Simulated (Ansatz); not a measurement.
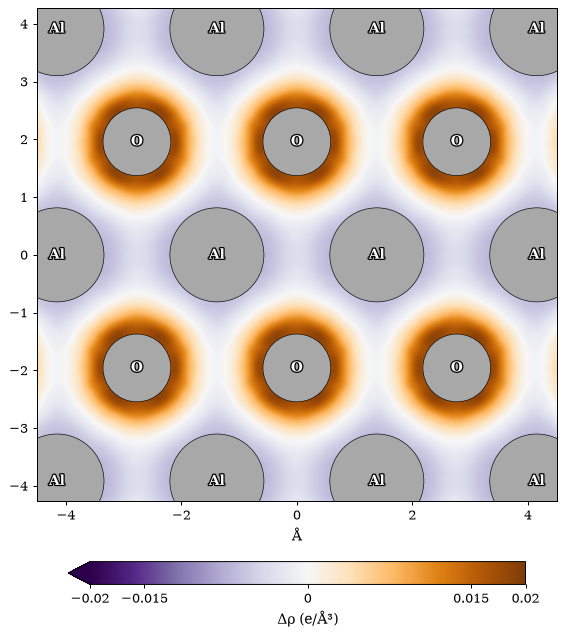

AlO. Difference of the valence pseudo-densities of two functionals at the same geometry, on the (011̄) plane of the calculation cell: one of HSE06 and r2SCAN50 less the other.

Space group Pm-3m; a generated structure, not necessarily the stable one.

Both computed with Ansatz (plane waves, PAW), on the same k-point mesh. Grey discs cover the atomic cores.

```cif
data_structure
_symmetry_space_group_name_H-M 'P 1'
_symmetry_Int_Tables_number 1
_cell_length_a 2.7692
_cell_length_b 2.7692
_cell_length_c 2.7692
_cell_angle_alpha 90.000
_cell_angle_beta 90.000
_cell_angle_gamma 90.000
_cell_volume 21.24
loop_
_atom_site_label
_atom_site_type_symbol
_atom_site_fract_x
_atom_site_fract_y
_atom_site_fract_z
_atom_site_occupancy
Al1 Al 0.50000 0.50000 0.50000 1
O1 O 0.00000 0.00000 0.00000 1
```

**Which was subtracted from which, and what does the map show?**

It is r2SCAN50 less HSE06. Against HSE06, r2SCAN50 gives less density around Al (−0.005 e/Å³ on average at 1.0 Å from the nucleus) and more density around O (+0.016 e/Å³ on average at 0.7 Å from the nucleus).
